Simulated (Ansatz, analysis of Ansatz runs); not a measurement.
## Reproducing a measured local vibrational mode: Al-H pair in Si

Subject: Al-H pair in Si. Wanted: its local vibrational mode, in one set-up (PBE, 64-site cell, PBE lattice, 420 eV, k: the single point 1/4 1/4 1/4, anharmonic cut along the mode). The model is a cell of 64 host atoms with Al put on another atom's site and H put in between. The frequencies come from force constants among the defect atom and its neighbours, with the masses of the isotopes named.

Measured beforehand: Si-H stretch, 1H: 2201 cm⁻¹, by IR absorption (quoted in “Local vibrational modes of impurities in silicon”, 2008, M.D. McCluskey, quoting earlier work (1987)).

Main program and level: Ansatz 0.2.0; plane-wave PAW DFT, PBE; relaxation of all atoms of a defect supercell.

## 1. The starting structure

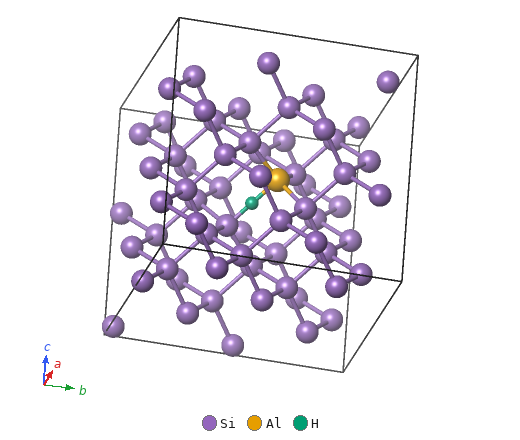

The starting structure, seen from a free direction (silicon purple, aluminium orange, hydrogen teal). Bonds to atoms that aren't drawn are left out.

The cell holds 65 atoms: 63 Si, 1 Al and 1 H. Cell: a = 10.940 Å, b = 10.940 Å, c = 10.940 Å, α = 90.0°, β = 90.0°, γ = 90.0°. It derives from Si (space group Fd-3m). Nearest the centre at fractional (0.346, 0.346, 0.346): H65 at 0.55 Å, Al8 at 1.00 Å, Si4 at 2.06 Å, Si49 at 2.61 Å, Si42 at 2.61 Å, Si27 at 2.61 Å, Si5 at 3.43 Å, Si7 at 3.43 Å.

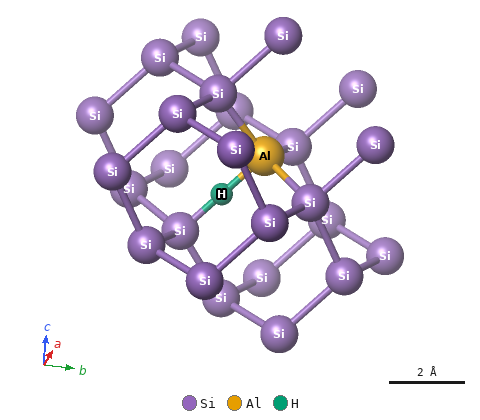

The atoms within 5 Å of the centre.

The host's primitive cell comes from a first run (plane-wave PAW DFT, PBE; relaxation of the host's cell and atoms): vectors of 3.868, 3.868 and 3.868 Å. That is 20.46 Å³ an atom, 2.2 % over the diffraction cell's volume. The supercell is built on it.

## 2. Relaxation, charge 0

Every later number rests on the structure around the defect, so the atoms are relaxed at the host's lattice first.

File relax/input.yaml:

```yaml
relax:
  f_tol: 0.01
  max_steps: 80
  random_displacement: { amplitude: 0.02, seed: 874 }
crystal:
  lattice:
    - [10.93956648, 0.0, 0.0]
    - [0.0, 10.93956648, 0.0]
    - [0.0, 0.0, 10.93956648]
  atoms:
    - { symbol: Si, position: [0.0, 0.0, 0.25] }
    - { symbol: Si, position: [0.0, 0.25, 0.0] }
    - { symbol: Si, position: [0.25, 0.0, 0.0] }
    - { symbol: Si, position: [0.236809349, 0.236809349, 0.236809349] }
    - { symbol: Si, position: [0.125, 0.125, 0.375] }
    - { symbol: Si, position: [0.125, 0.375, 0.125] }
    - { symbol: Si, position: [0.375, 0.125, 0.125] }
    - { symbol: Al, position: [0.398748656, 0.398748656, 0.398748656] }
    - { symbol: Si, position: [0.0, 0.0, 0.75] }
    - { symbol: Si, position: [0.0, 0.25, 0.5] }
    - { symbol: Si, position: [0.25, 0.0, 0.5] }
    - { symbol: Si, position: [0.25, 0.25, 0.75] }
    - { symbol: Si, position: [0.125, 0.125, 0.875] }
    - { symbol: Si, position: [0.125, 0.375, 0.625] }
    - { symbol: Si, position: [0.375, 0.125, 0.625] }
    - { symbol: Si, position: [0.375, 0.375, 0.875] }
    - { symbol: Si, position: [0.0, 0.5, 0.25] }
    - { symbol: Si, position: [0.0, 0.75, 0.0] }
    - { symbol: Si, position: [0.25, 0.5, 0.0] }
    - { symbol: Si, position: [0.25, 0.75, 0.25] }
    - { symbol: Si, position: [0.125, 0.625, 0.375] }
    - { symbol: Si, position: [0.125, 0.875, 0.125] }
    - { symbol: Si, position: [0.375, 0.625, 0.125] }
    - { symbol: Si, position: [0.375, 0.875, 0.375] }
    - { symbol: Si, position: [0.0, 0.5, 0.75] }
    - { symbol: Si, position: [0.0, 0.75, 0.5] }
    - { symbol: Si, position: [0.25, 0.5, 0.5] }
    - { symbol: Si, position: [0.25, 0.75, 0.75] }
    - { symbol: Si, position: [0.125, 0.625, 0.875] }
    - { symbol: Si, position: [0.125, 0.875, 0.625] }
    - { symbol: Si, position: [0.375, 0.625, 0.625] }
    - { symbol: Si, position: [0.375, 0.875, 0.875] }
    - { symbol: Si, position: [0.5, 0.0, 0.25] }
    - { symbol: Si, position: [0.5, 0.25, 0.0] }
    - { symbol: Si, position: [0.75, 0.0, 0.0] }
    - { symbol: Si, position: [0.75, 0.25, 0.25] }
    - { symbol: Si, position: [0.625, 0.125, 0.375] }
    - { symbol: Si, position: [0.625, 0.375, 0.125] }
    - { symbol: Si, position: [0.875, 0.125, 0.125] }
    - { symbol: Si, position: [0.875, 0.375, 0.375] }
    - { symbol: Si, position: [0.5, 0.0, 0.75] }
    - { symbol: Si, position: [0.5, 0.25, 0.5] }
    - { symbol: Si, position: [0.75, 0.0, 0.5] }
    - { symbol: Si, position: [0.75, 0.25, 0.75] }
    - { symbol: Si, position: [0.625, 0.125, 0.875] }
    - { symbol: Si, position: [0.625, 0.375, 0.625] }
    - { symbol: Si, position: [0.875, 0.125, 0.625] }
    - { symbol: Si, position: [0.875, 0.375, 0.875] }
    - { symbol: Si, position: [0.5, 0.5, 0.25] }
    - { symbol: Si, position: [0.5, 0.75, 0.0] }
    - { symbol: Si, position: [0.75, 0.5, 0.0] }
    - { symbol: Si, position: [0.75, 0.75, 0.25] }
    - { symbol: Si, position: [0.625, 0.625, 0.375] }
    - { symbol: Si, position: [0.625, 0.875, 0.125] }
    - { symbol: Si, position: [0.875, 0.625, 0.125] }
    - { symbol: Si, position: [0.875, 0.875, 0.375] }
    - { symbol: Si, position: [0.5, 0.5, 0.75] }
    - { symbol: Si, position: [0.5, 0.75, 0.5] }
    - { symbol: Si, position: [0.75, 0.5, 0.5] }
    - { symbol: Si, position: [0.75, 0.75, 0.75] }
    - { symbol: Si, position: [0.625, 0.625, 0.875] }
    - { symbol: Si, position: [0.625, 0.875, 0.625] }
    - { symbol: Si, position: [0.875, 0.625, 0.625] }
    - { symbol: Si, position: [0.875, 0.875, 0.875] }
    - { symbol: H, position: [0.316442, 0.316442, 0.316442] }
basis:
  ecutwfc: 420
  xc_grid: 2
hamiltonian:
  xc: pbe
kpoints:
  mp_grid: { grid: [1, 1, 1], shift: [0.25, 0.25, 0.25] }
scf:
  occupations: { method: fermi_dirac, width: 0.01 }
  max_iter: 120
output:
  forces: true
checkpoint:
  write: "../relax.run"
  compress: false
  write_wavefunctions: true
  write_every: 100000
```

Run with:

```console
ansatz run input.yaml --threads 2 --pin off --max-ram 4710MiB --backend cpu --events-out ev --progress --plain --runs-dir out
```

Numbers of over 12 decimals in the logs are rounded to 6 here.

Log:

```text
[... repeated set-up lines and file paths are left out, and long positions are rounded to six places ...]
Engine: ansatz 0.2.0, aarch64-unknown-linux-gnu
Pseudopotentials: kind: paw
Pseudopotential: Si, paw, valence charge 4, recommended cutoff 420 eV (normal), Si.paw.azcp
Pseudopotential: Al, paw, valence charge 3, recommended cutoff 420 eV (normal), Al.paw.azcp
Pseudopotential: H, paw, valence charge 1, recommended cutoff 420 eV (normal), H.paw.azcp
Functional definition: PBE
  parameter kappa = 0.804
  parameter beta = 0.066725
  exchange = pbe_x(kappa = kappa, mu = beta*pi^2/3)
  correlation = pbe_c(beta = beta)
Crystal: 65 atoms, lattice volume = 1309.183 Å³
Basis set: ecut = 420 eV, 25677 PW (Γ), exchange–correlation on 150×150×150 points (8 copies of the dense FFT grid, shifted against one another)
Bands: 193, of which v1, the nominal top of the filled ones, is band 128 counted from 1 (127 counted from 0)
Symmetry: 1 space group operations
k-points: 1
Non-local potential: Si, projectors of the file, l = 0: 2, l = 1: 2, l = 2: 2
Non-local potential: Al, projectors of the file, l = 0: 2, l = 1: 2, l = 2: 1
Non-local potential: H, projectors of the file, l = 0: 2, l = 1: 1
PAW form: soft (Blöchl's): semilocal exchange-correlation on the pseudo side does not see the compensation charge
PAW one-centre angular grid: Si, 110 points (default); XC on 64 Gauss nodes
PAW one-centre angular grid: Al, 110 points (default); XC on 64 Gauss nodes
PAW one-centre angular grid: H, 110 points (default); XC on 64 Gauss nodes
Initial density: superposition of atomic densities (neutral atoms: chi_scale 0, normalization atom), corrected by the library's trained network
Initial wavefunctions: pseudopotential atomic-orbital guess
Functional: x = pbe(κ = 0.804, μ = 0.219515), c = pbe(β = 0.066725)
SCF iter   1: F=—  HF=-40607.294720 eV  |F-HF|=—  |Δ(HF+E_count)|=         —  Δρ=2.77e-3  dr2=1.06e-1  ethr=1.77e-3  ⟨swp⟩=6.0  Hψ=889  notcnv=0  defer=48
preconditioner: auto → Resta (q_TF=auto, 2.079 Å⁻¹)  ε∞=5.4  [insulator: Δε(μ)=1.103 eV  Ē_g=7.810 eV  σ=0.010 eV  W_gap=1.00  n_scr=202 (ndim 8)  ℏωp=16.4 eV  f_vac=0.000  D(μ)=0.00/eV (n_scr^D=0)  ε∞_Penn≈5.4]
SCF iter   2: F=—  HF=-40607.292653 eV  |F-HF|=—  |Δ(HF+E_count)|=   2.07e-3  Δρ=1.59e-3  dr2=2.87e-2  ethr=4.15e-5  ⟨swp⟩=2.0  Hψ=231  notcnv=0  defer=58
SCF iter   3: F=—  HF=-40607.292949 eV  |F-HF|=—  |Δ(HF+E_count)|=   2.96e-4  Δρ=2.39e-4  dr2=1.30e-3  ethr=1.12e-5  ⟨swp⟩=3.0  Hψ=259  notcnv=0  defer=58
SCF iter   4: F=—  HF=-40607.292482 eV  |F-HF|=—  |Δ(HF+E_count)|=   4.67e-4  Δρ=6.06e-5  dr2=7.28e-5  ethr=5.09e-7  ⟨swp⟩=2.0  Hψ=194  notcnv=0  defer=58
SCF iter   5: F=—  HF=-40607.292538 eV  |F-HF|=—  |Δ(HF+E_count)|=   5.61e-5  Δρ=1.57e-5  dr2=7.05e-6  ethr=2.85e-8  ⟨swp⟩=2.0  Hψ=259  notcnv=0  defer=58
SCF iter   6: F=-40607.292541 eV  HF=-40607.292541 eV  |F-HF|=1.31e-7  |Δ(HF+E_count)|=   3.08e-6  Δρ=3.85e-6  dr2=2.39e-7  ethr=9.77e-10  ⟨swp⟩=4.0  Hψ=527  notcnv=0
SCF 1 converged in 6 iterations: F = -40607.292541 eV  dr2 = 2.39e-7
  greatest PAW one-centre occupation: 0.645 electrons in one spin orbital (limit 2), on the Si atom at site 3 (counted from 0), in its partial waves of l = 0
relax step   1: F+E_penalty+E_count = -40607.29254138 eV  Δ(F+E_penalty+E_count) = +0.000e0 eV  max|allowed force component| = 1.706e0 eV/Å  Δτ_max = 0.0000 Å  (6 SCF iters, dr2 threshold 2.50e-6 eV, accepted)
[... the SCF cycles and remarks between the steps are left out from here to the last step ...]
relax step   2: F+E_penalty+E_count = -40607.96192230 eV  Δ(F+E_penalty+E_count) = -6.694e-1 eV  max|allowed force component| = 3.443e-1 eV/Å  Δτ_max = 0.1101 Å  (5 SCF iters, dr2 threshold 1.00e-4 eV, accepted)
relax step   3: F+E_penalty+E_count = -40608.00310152 eV  Δ(F+E_penalty+E_count) = -4.118e-2 eV  max|allowed force component| = 9.828e-2 eV/Å  Δτ_max = 0.0265 Å  (5 SCF iters, dr2 threshold 7.41e-6 eV, accepted)
relax step   4: F+E_penalty+E_count = -40608.00526121 eV  Δ(F+E_penalty+E_count) = -2.160e-3 eV  max|allowed force component| = 3.709e-2 eV/Å  Δτ_max = 0.0170 Å  (4 SCF iters, dr2 threshold 6.04e-7 eV, accepted)
relax step   5: F+E_penalty+E_count = -40608.00571407 eV  Δ(F+E_penalty+E_count) = -4.529e-4 eV  max|allowed force component| = 1.209e-2 eV/Å  Δτ_max = 0.0109 Å  (4 SCF iters, dr2 threshold 1.12e-7 eV, accepted)
relax step   6: F+E_penalty+E_count = -40608.00599329 eV  Δ(F+E_penalty+E_count) = -2.792e-4 eV  max|allowed force component| = 2.039e-2 eV/Å  Δτ_max = 0.0144 Å  (5 SCF iters, accepted)
relax step   7: F+E_penalty+E_count = -40608.01084704 eV  Δ(F+E_penalty+E_count) = -4.854e-3 eV  max|allowed force component| = 1.298e-1 eV/Å  Δτ_max = 0.1951 Å  (6 SCF iters, accepted)
relax step   8: F+E_penalty+E_count = -40608.01344667 eV  Δ(F+E_penalty+E_count) = -2.600e-3 eV  max|allowed force component| = 2.275e-1 eV/Å  Δτ_max = 0.1942 Å  (4 SCF iters, dr2 threshold 1.68e-5 eV, accepted)
relax step   9: F+E_penalty+E_count = -40608.02315308 eV  Δ(F+E_penalty+E_count) = -9.706e-3 eV  max|allowed force component| = 1.452e-1 eV/Å  Δτ_max = 0.0296 Å  (3 SCF iters, dr2 threshold 5.18e-5 eV, accepted)
relax step  10: F+E_penalty+E_count = -40608.03535913 eV  Δ(F+E_penalty+E_count) = -1.221e-2 eV  max|allowed force component| = 1.253e-1 eV/Å  Δτ_max = 0.1034 Å  (4 SCF iters, dr2 threshold 8.59e-6 eV, accepted)
relax step  11: F+E_penalty+E_count = -40608.03847268 eV  Δ(F+E_penalty+E_count) = -3.114e-3 eV  max|allowed force component| = 1.080e-1 eV/Å  Δτ_max = 0.0587 Å  (4 SCF iters, dr2 threshold 6.39e-6 eV, accepted)
relax step  12: F+E_penalty+E_count = -40608.04089877 eV  Δ(F+E_penalty+E_count) = -2.426e-3 eV  max|allowed force component| = 2.637e-2 eV/Å  Δτ_max = 0.0463 Å  (4 SCF iters, dr2 threshold 8.67e-6 eV, accepted)
SCF iter   1: F=—  HF=-40608.041973 eV  |F-HF|=—  |Δ(HF+E_count)|=         —  Δρ=2.54e-4  dr2=6.21e-4  ethr=2.78e-6  ⟨swp⟩=5.0  Hψ=543  notcnv=0  defer=58
SCF iter   2: F=—  HF=-40608.041898 eV  |F-HF|=—  |Δ(HF+E_count)|=   7.50e-5  Δρ=1.41e-4  dr2=1.83e-4  ethr=2.42e-7  ⟨swp⟩=1.0  Hψ=222  notcnv=0  defer=58
SCF iter   3: F=—  HF=-40608.041917 eV  |F-HF|=—  |Δ(HF+E_count)|=   1.84e-5  Δρ=9.72e-6  dr2=1.48e-6  ethr=7.16e-8  ⟨swp⟩=2.0  Hψ=230  notcnv=0  defer=58
SCF iter   4: F=—  HF=-40608.041201 eV  |F-HF|=—  |Δ(HF+E_count)|=   7.16e-4  Δρ=3.45e-6  dr2=1.98e-7  ethr=3.91e-11  ⟨swp⟩=6.0  Hψ=690  notcnv=0
SCF iter   5: F=-40608.041201 eV  HF=-40608.041201 eV  |F-HF|=6.77e-10  |Δ(HF+E_count)|=   6.22e-8  Δρ=8.03e-7  dr2=1.59e-8  ethr=3.91e-11  ⟨swp⟩=4.0  Hψ=521  notcnv=0
SCF 13 converged in 5 iterations: F = -40608.041201 eV  dr2 = 1.59e-8
relax step  13: F+E_penalty+E_count = -40608.04120138 eV  Δ(F+E_penalty+E_count) = -3.026e-4 eV  max|allowed force component| = 6.704e-3 eV/Å  Δτ_max = 0.0107 Å  (5 SCF iters, accepted)
NSCF: frozen V_eff on 1 k-points
the band table was solved once a step of the walk had ended and its energy, with any forces and stress, was formed, with the checks that follow a solve (971 applications of the Hamiltonian). They found nothing against the state; [...]
SCF converged after 5 iterations
Free energy (F): -40608.041201 eV
Harris-Foulkes:  -40608.041201 eV  (|F-HF|=6.77e-10)
Internal energy: -40608.041201 eV  (E = F + TS)
E sigma→0 (E₀):  -40608.041201 eV
Fermi energy:    6.337856 eV
--- Per-component energies (eV) ---
  E_band       = 256.428412
  E_kinetic    = 2568.345714
  E_local      = -1804.766848  (includes V_loc(G=0)·N_el)
  E_nonlocal   = 1645.464904
  E_hartree    = 493.032766
  E_xc         = -3520.154067
  E_vxc        = -2978.222588  (∫ρ·V_xc dr)
  E_paw        = -32773.305366  (= ΣΔE_a)
  E_vpaw       = -160.457274  (= ΣTr[D̂ρ^β])
  E_aug_tail   = -0.000881  (compensation charges beyond the density's cutoff)
  E_ewald      = -7216.657425
  E_smearing   = -0.000000  (= −TS)
  E_closure    = 0.000000  (closes the sum)
  Σ components = -40608.041201   (vs F -40608.041201, Δ=0.00e0)
--- Forces (eV/Å), atoms counted from 1 ---
  atom   1  Si    -0.00419887    -0.00389592    -0.00498257
  atom   2  Si    -0.00299443     0.00605100    -0.00073378
  [... 1 atom left out ...]
  atom   4  Si     0.00465237     0.00273268    -0.00640680
  atom   5  Si     0.00467848     0.00520501     0.00268295
  atom   6  Si    -0.00439978    -0.00181798    -0.00222542
  atom   7  Si    -0.00072309    -0.00248186     0.00019789
  atom   8  Al     0.00665334     0.00534389     0.00372697
  [... 18 atoms left out ...]
  atom  27  Si    -0.00186881    -0.00160106    -0.00021639
  [... 10 atoms left out ...]
  atom  38  Si    -0.00248824     0.00454147    -0.00063687
  [... 3 atoms left out ...]
  atom  42  Si    -0.00230948    -0.00253358    -0.00185475
  [... 6 atoms left out ...]
  atom  49  Si    -0.00463711    -0.00491403    -0.00110812
  [... 15 atoms left out ...]
  atom  65  H      0.00413279     0.00480061     0.00203223
  max |Σ_I F_I| component: 1.90e-5 eV/Å
--- Band table (eV) ---
  k-point 0: bands = ["-5.6326", "-5.1125", "-5.1087", "-5.0919", [... 185 left out ...] "10.1051", "10.1471", "10.1960", "10.2496"]
--- Relaxed structure (13 steps of the walk, 13 accepted, 0 SCFs on fresh bases) ---
  F+E_penalty+E_count = -40608.04120138 eV   max|allowed force component| = 6.704e-3 eV/Å
  atoms:
    - { symbol: Si, position: [0.002379, 0.002416, 0.251131] }
    - { symbol: Si, position: [-0.003650, 0.248705, -0.002643] }
    [... 1 atom left out ...]
    - { symbol: Si, position: [0.235936, 0.235974, 0.233748] }
    - { symbol: Si, position: [0.125780, 0.125811, 0.381125] }
    - { symbol: Si, position: [0.118778, 0.375215, 0.119918] }
    - { symbol: Si, position: [0.375095, 0.118745, 0.119830] }
    - { symbol: Al, position: [0.391657, 0.391762, 0.398330] }
    [... 18 atoms left out ...]
    - { symbol: Si, position: [0.240322, 0.505296, 0.506366] }
    [... 10 atoms left out ...]
    - { symbol: Si, position: [0.625483, 0.375962, 0.126269] }
    [... 3 atoms left out ...]
    - { symbol: Si, position: [0.505250, 0.240478, 0.506428] }
    [... 6 atoms left out ...]
    - { symbol: Si, position: [0.507169, 0.507225, 0.248964] }
    [... 15 atoms left out ...]
    - { symbol: H, position: [0.334100, 0.333574, 0.264301] }
```

Elapsed: 2.8 min, on 2 threads of Arm Neoverse V2, shared host; peak memory 1.6 GiB; 5.6 min of CPU time.

Relaxation path:

| step | energy less that of the first step (eV) | largest force component (eV/Å) |
| --- | --- | --- |
| 1 | 0.0000 | 1.7057 |
| 2 | -0.6694 | 0.3443 |
| 3 | -0.7106 | 0.0983 |
| 4 | -0.7127 | 0.0371 |
| 5 | -0.7132 | 0.0121 |
| 6 | -0.7135 | 0.0204 |
| 7 | -0.7183 | 0.1298 |
| 8 | -0.7209 | 0.2275 |
| 9 | -0.7306 | 0.1452 |
| 10 | -0.7428 | 0.1253 |
| 11 | -0.7459 | 0.1080 |
| 12 | -0.7484 | 0.0264 |
| 13 | -0.7487 | 0.0067 |

The atoms that moved most (Å, from the sites as typed, ahead of the random displacement):

| atom | dx | dy | dz | length |
| --- | --- | --- | --- | --- |
| H65 | 0.193 | 0.187 | -0.571 | 0.631 |
| Si27 | -0.106 | 0.057 | 0.069 | 0.139 |
| Si42 | 0.057 | -0.105 | 0.069 | 0.138 |
| Si49 | 0.078 | 0.078 | -0.012 | 0.111 |
| Al8 | -0.078 | -0.077 | -0.006 | 0.110 |
| Si7 | 0.001 | -0.069 | -0.058 | 0.090 |
| Si6 | -0.068 | 0.002 | -0.057 | 0.089 |
| Si53 | 0.051 | 0.051 | 0.004 | 0.072 |

The atoms nearest to the centre after the run:

| atom | distance (Å) |
| --- | --- |
| H65 | 0.909 |
| Al8 | 0.915 |
| Si4 | 2.094 |
| Si49 | 2.713 |
| Si42 | 2.732 |
| Si27 | 2.732 |
| Si5 | 3.424 |
| Si6 | 3.517 |
| Si7 | 3.518 |

Neighbours of the added atoms: H65: Si4 1.55, Al8 1.72, Si49 2.69 Å.

This step gave:

- free energy: -40608.0412 eV

The relaxation ends 12 meV an atom lower than the displaced start, with a largest force component of 0.0067 eV/Å.

(Part 1 of 2 ends here.)

[Logs are printed without paths, hosts, clocks, repeated set-up lines and the standing remarks that a program may print on its own settings, such as how far it seeks lower states.]

[Hosts, paths, dates, database ids (printed as entryN), source tags and the programs' standing remarks are cut or masked in the printed files.]

[For some hosts the program warned that the k-mesh of the response run may be too coarse for force constants and the static dielectric constant; such warnings are not shown here.]
